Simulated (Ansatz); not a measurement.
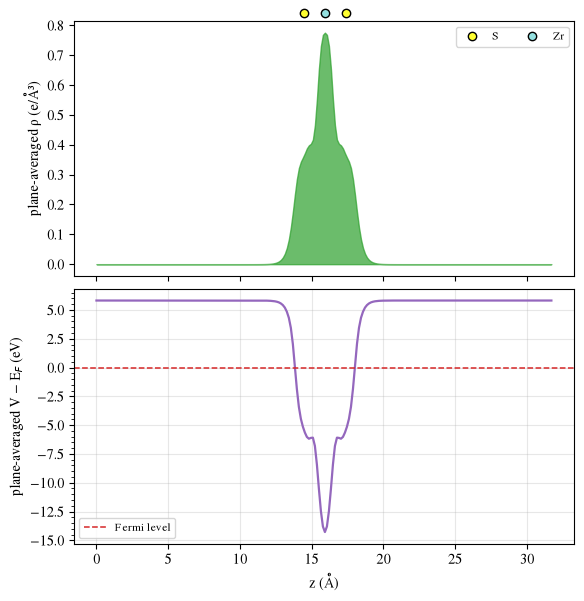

ZrS2 (slab). Plane average of the electrostatic potential energy of an electron and of the valence pseudo-density across the slab. Circles mark the heights of the atoms.

Changed on purpose from its base cell (strain along y -0.020, atoms relaxed).

All numbers below come from Ansatz 0.2.0, DFT PBE+D3(BJ), scalar-relativistic, plane waves, PAW.

Q: How far above the Fermi level of the calculation is the vacuum level?

A: 5.8 eV. The slab has a gap, so the Fermi level lies inside it and this isn't a work function in the metallic sense.

Q: What are the slab's thickness and the vacuum gap?

A: The outermost nuclei are 3.0 Å apart, in 3 atomic planes; the vacuum between periodic images is 28.9 Å wide.
